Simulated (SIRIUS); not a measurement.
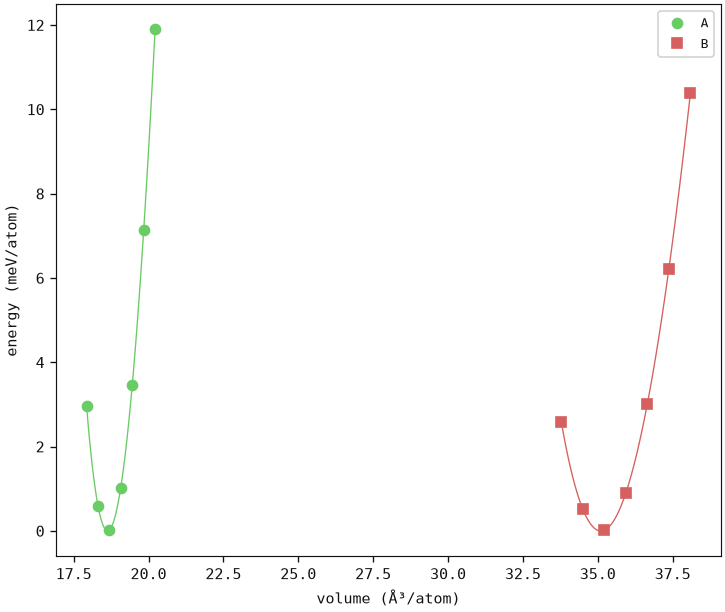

The figure compares two calculations of the energy against volume, each curve from its own zero. The first is for KF, space group Fm-3m (No. 225).

The cell holds 2 atoms.

Computed with SIRIUS 7.10.0: plane-wave DFT, no spin polarisation; energies at scaled volumes of the given cell, shape and fractions fixed, counted from the fit's minimum, third-order Birch-Murnaghan fit. Level: PBEsol.

k mesh 9×9×9; occupations Fermi–Dirac; smearing width 0.05 eV; potentials dojo sr pbesol 0.4.1 standard; wave cutoff 1152 eV; density cutoff 4606 eV.

In the second, F is replaced by Br on all its sites, which gives KBr in the same structure. The second calculation uses wave cutoff 1029.815 eV and k mesh 7×7×7.

**Which of A and B is the second calculation, and what did the change do?**

B. The equilibrium volume rises from 18.63 to 35.10 Å³/atom (+88 %) and the bulk modulus falls from 33.2 to 15.4 GPa (−54 %).

V0 and the bulk modulus come from third-order Birch–Murnaghan fits.
